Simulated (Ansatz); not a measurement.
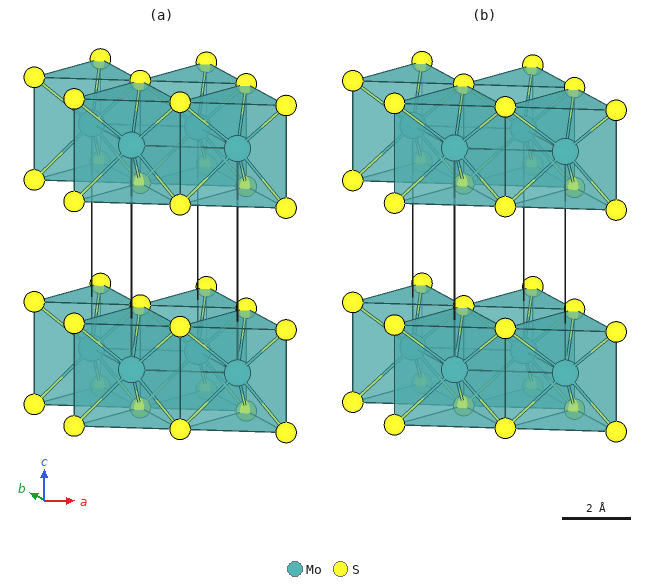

Left: solid MoS₂ (built on the database structure type). Right: the same structure after one change, at the same scale. The picture is a polyhedral view of the cell of the calculation, seen slightly off an axis.

The calculation used DFT, PBE, plane waves, PAW in Ansatz 0.2.0. Settings: plane-wave cutoff 420 eV; k-point mesh 12 × 12 × 4; occupations fermi dirac; smearing width 0.02 eV; no spin polarisation.

**What was changed?**

The cell is strained by −1.3 % along c and +4.6 % across it (volume +8.0 %) and the S atoms are displaced by 0.02 Å relative to the cell. No relaxation follows.

**How do the computed properties respond?**

Energy change: +45.5 meV per atom. Pressure: 2.1 GPa before, −4.6 GPa after. The principal stresses (compression positive) are 2.2 GPa along c and −8.1 GPa across it. The largest forces, 0.1 eV/Å, act on 2 S atoms of the calculation's cell. Near-neighbour distances before and after: Mo–S 2.403 → 2.440 Å. The space group stays P-6m2 (No. 187).
